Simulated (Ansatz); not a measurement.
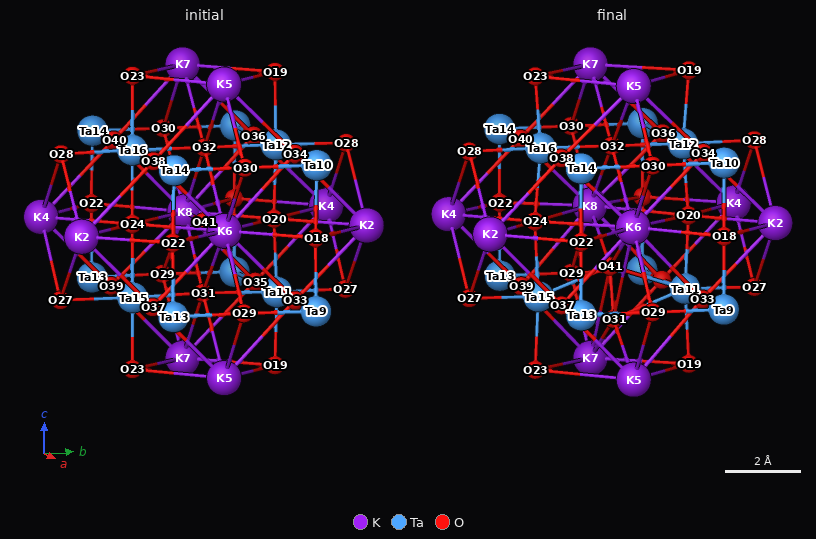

The structure of a defect cell of composition K8Ta8O25 (cell charge +1) before (left) and after (right) a relaxation, at one scale.

The picture is a ball-and-stick view of the atoms within 5.8 Å of the atom that moves most (axes of the cell of the calculation, reduced to other axes (origin shifted)), seen slightly off an axis. Lengths and directions refer to the drawn axes.

Theory: DFT, PBEsol, PAW, plane waves in Ansatz 0.2.0.

Input file:
```yaml
crystal:
  lattice:
    - [7.970878, 0.000000, 0.000000]
    - [0.000000, 7.970878, 0.000000]
    - [0.000000, 0.000000, 7.970878]
  atoms:
    - { symbol: K, position: [0.998620, 0.997675, 0.002352] }
    - { symbol: K, position: [0.001406, 0.003474, 0.499159] }
    - { symbol: K, position: [0.003297, 0.504180, 0.995984] }
    - { symbol: K, position: [0.998451, 0.495801, 0.498289] }
    - { symbol: K, position: [0.499744, 0.996578, 0.997479] }
    - { symbol: K, position: [0.499198, 0.001377, 0.499541], spin: 0.143 }
    - { symbol: K, position: [0.502998, 0.499277, 0.998954] }
    - { symbol: K, position: [0.498069, 0.504921, 0.498128], spin: 0.143 }
    - { symbol: Ta, position: [0.250843, 0.254235, 0.249798] }
    - { symbol: Ta, position: [0.247940, 0.252735, 0.747485] }
    - { symbol: Ta, position: [0.244287, 0.750672, 0.247676] }
    - { symbol: Ta, position: [0.247695, 0.750031, 0.749674] }
    - { symbol: Ta, position: [0.749852, 0.249280, 0.249408] }
    - { symbol: Ta, position: [0.748675, 0.252985, 0.749304] }
    - { symbol: Ta, position: [0.750196, 0.748913, 0.247995] }
    - { symbol: Ta, position: [0.751652, 0.751455, 0.750973] }
    - { symbol: O, position: [0.246069, 0.250131, 0.998601] }
    - { symbol: O, position: [0.251842, 0.251290, 0.499568] }
    - { symbol: O, position: [0.251090, 0.751388, 0.998246] }
    - { symbol: O, position: [0.253986, 0.747849, 0.497348], spin: 0.143 }
    - { symbol: O, position: [0.752150, 0.255382, 0.998131] }
    - { symbol: O, position: [0.751600, 0.247400, 0.501504] }
    - { symbol: O, position: [0.750494, 0.748842, 0.003732] }
    - { symbol: O, position: [0.750933, 0.748649, 0.498315], spin: 0.143 }
    - { symbol: O, position: [0.000921, 0.250019, 0.247734] }
    - { symbol: O, position: [0.999142, 0.248691, 0.748213] }
    - { symbol: O, position: [0.002349, 0.745335, 0.248229] }
    - { symbol: O, position: [0.001326, 0.750456, 0.746398] }
    - { symbol: O, position: [0.502594, 0.249120, 0.251919] }
    - { symbol: O, position: [0.499563, 0.249099, 0.747858] }
    - { symbol: O, position: [0.502285, 0.745056, 0.253806], spin: 0.143 }
    - { symbol: O, position: [0.497007, 0.745517, 0.749134], spin: 0.143 }
    - { symbol: O, position: [0.250920, 0.998399, 0.253316] }
    - { symbol: O, position: [0.253141, 0.000508, 0.752721] }
    - { symbol: O, position: [0.248881, 0.501198, 0.249738] }
    - { symbol: O, position: [0.255109, 0.501297, 0.747398] }
    - { symbol: O, position: [0.750798, 0.998149, 0.248729] }
    - { symbol: O, position: [0.748723, 0.001056, 0.746087] }
    - { symbol: O, position: [0.753943, 0.495469, 0.254116] }
    - { symbol: O, position: [0.745592, 0.500243, 0.750241] }
    - { symbol: O, position: [0.500692, 0.747915, 0.495783], spin: 0.143 }
  symmetry: { detect: false }
kpoints:
  mp_grid: { grid: [1, 1, 1], shift: [0.25, 0.25, 0.25] }
hamiltonian:
  xc: pbesol
total_charge: 1
magnetization:
  spin_polarized: true
scf:
  occupations: { method: fermi_dirac, width: 0.01 }
relax:
  f_tol: 0.03
  max_steps: 80
  escape_saddle: false
  adjacent_minimum: "off"
output:
  forces: true
  eigenvalues: true
  populations: true
  charged_corrections: { epsilon: 200 }
```

Command:
```bash
ansatz run in.yaml --threads 7 --pin off --max-ram 13300MiB --runs-dir r --events-out ev --progress --plain
```

### Summarise the run.

Over 25 geometry steps the energy falls by 4.274 eV per cell of the calculation. Largest force component: 7.5 eV/Å at the start, 0.026 eV/Å at the end. The largest move is that of O41, 1.21 Å along −c. Largest moves by element: O 1.21 Å, K 0.22 Å, Ta 0.09 Å. The lattice vectors keep their values. Near-neighbour distances that change, for instance: K7–O41 4.428 → 3.432 Å, K8–O31 2.731 → 3.541 Å, Ta11–O41 2.844 → 2.189 Å, Ta15–O41 2.803 → 2.150 Å. New bonds form: Ta11–O41 (2.84 → 2.19 Å), Ta15–O41 (2.80 → 2.15 Å). Among the angles between lasting bonds that change: K6–O41–K8 178.3° → 114.4°, Ta11–O31–Ta15 176.6° → 141.7°, O20–Ta11–O31 86.4° → 112.8°.

Limits of the set-up: the periodic images lie only 8.0 Å apart, so the values are limited by the cell's size; the cell is charged, on a uniform background, and energies carry no finite-size correction.
